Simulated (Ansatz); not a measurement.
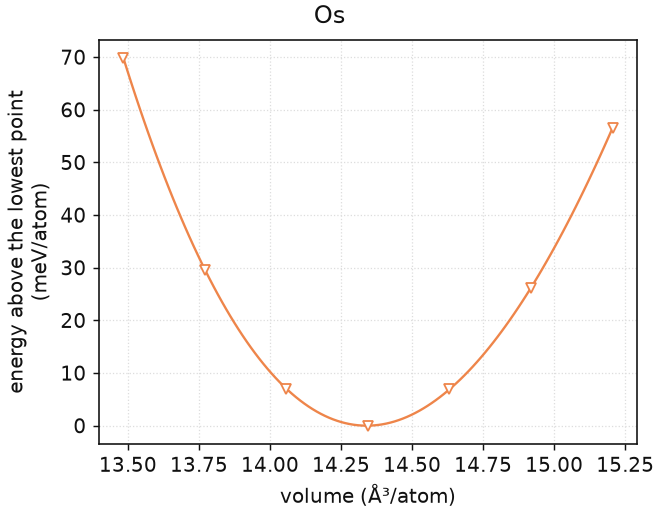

The plot gives the computed energy above the lowest point against volume for Os, space group Fm-3m (No. 225) (one of a set of cubic test structures, which need not be the stable phase).

How it was computed, with Ansatz 0.2.0 development build: equation of state of a cubic crystal from periodic Kohn-Sham density functional theory without spin, third-order Birch-Murnaghan fit to the free energies; pressure corrected for the finite basis. Level: PBE.

```tsv
setting	value
structure type	fcc
atoms in cell	1
space group number	225
lattice centring	face-centred primitive
k mesh	25×25×25
occupation method	Fermi–Dirac
occupation width	0.06123 eV
wave cutoff	480 eV
datasets	hand-made PAW
density tolerance	1e-09 eV
bands	12
density cutoff ratio	4
search for lower states	default
```

### What equilibrium volume and bulk modulus follow from the curve?

A third-order Birch–Murnaghan fit gives V0 = 14.34 Å³/atom, B0 = 389 GPa and B′ = 4.8.

Caveats: cubic model structure, not the ambient form.
